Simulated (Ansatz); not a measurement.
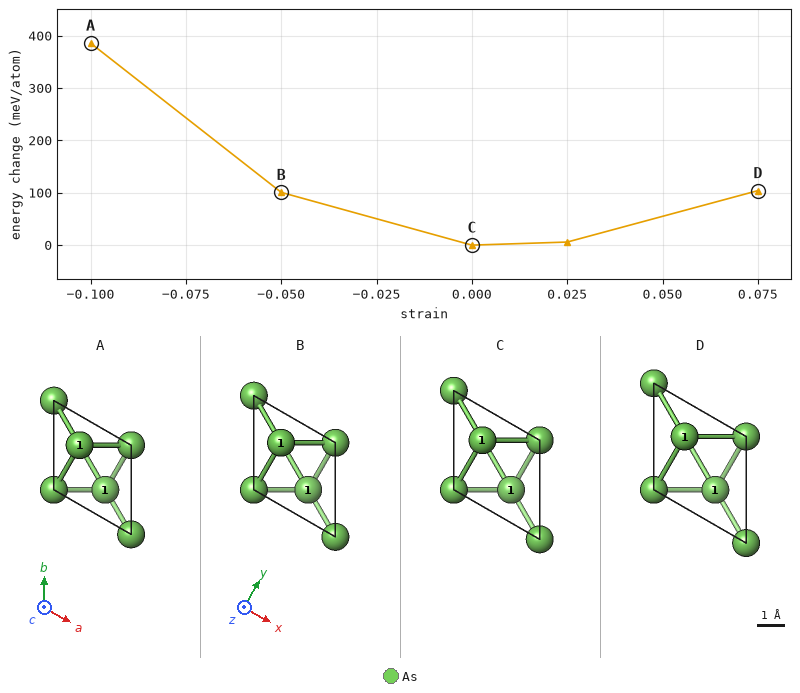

A scan of solid As (R-3m): the cell is strained equally along x and y, with the atoms kept at their fractional coordinates. x, y and z are the Cartesian axes of the input. The lettered frames are marked on the plot. The picture is a ball-and-stick view of the conventional cell (3 times the calculation's cell), repeated 1 × 1 × 1 with one cell outlined, seen along the c axis. Lengths and directions refer to the drawn axes.

Theory: Ansatz 0.2.0, DFT r2SCAN, scalar-relativistic, plane waves, PAW. (plane-wave cutoff 500 eV; k-point mesh 15 × 15 × 15; occupations gaussian; smearing width 0.15 eV; no spin polarisation). Energies (free energies at the smearing named) are counted from the cell as listed in its source, which wasn't relaxed.

### Describe the profile.

Of the computed points the lowest is at the strain 0.00, 0 meV/atom. The end points stand at 386 meV/atom (−0.10) and 104 meV/atom (0.075). The unrelaxed reference is under a pressure of 1.7 GPa, which tilts the curve. The distortion keeps the space group R-3m. At the strain −0.10 the cell of the drawing goes a 3.759 → 3.384 Å, b 3.759 → 3.384 Å.

The computed points:

| strain | energy change (meV/atom) |
| --- | --- |
| −0.100 | 386 |
| −0.050 | 101 |
| 0.000 | 0 |
| 0.025 | 6 |
| 0.075 | 104 |
